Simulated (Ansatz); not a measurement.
Consider Zn.

Input

```
crystal:
  lattice:
    - [-1.569037, 1.569037, 1.569037]
    - [1.569037, -1.569037, 1.569037]
    - [1.569037, 1.569037, -1.569037]
  atoms:
    - { symbol: Zn, position: [0.0, 0.0, 0.0] }
basis:
  ecutwfc: 420
kpoints:
  mp_grid: { grid: [16, 16, 16] }
hamiltonian:
  xc: pbe
scf:
  occupations: { method: gaussian, width: 0.1 }
output:
  forces: true
  stress: true
  eigenvalues: true
  write_density: true
  write_potential: true
  elf: true
  volumetric_format: npy
relax:
  adjacent_minimum: "off"
  f_tol: 0.02
  max_steps: 70
  cell: { stress_tol: 0.1 }
```

Run with:

```sh
ansatz run input.yaml --threads 2 --pin off --max-ram 5120MiB --backend cpu --events-out ev --progress --plain --runs-dir out
```

Below, planes, directions and counts refer to the conventional cell (a = 3.14 Å, b = 3.14 Å, c = 3.14 Å, α = 90.00°, β = 90.00°, γ = 90.00°).

The fields are those of the relaxed geometry.

Space group Im-3m; a structure from a database of computed crystals, not necessarily the ambient phase.

Method: DFT PBE, scalar-relativistic, plane waves, PAW in Ansatz 0.2.0.

> Predict the valence pseudo-density and electron localisation function between the atoms.

Zn–Zn (2.72 Å): ρ at the midpoint is about 0.23 e/Å³, with its minimum of 0.21 e/Å³ about 1.2 Å from Zn; the ELF is about 0.30 at the midpoint: no localised pair shows between them.

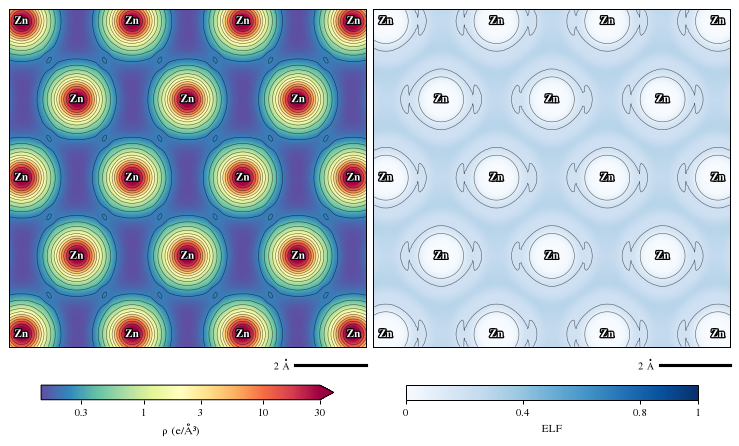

Computed valence pseudo-density and electron localisation function on the (110) plane of the conventional cell, in this order. 
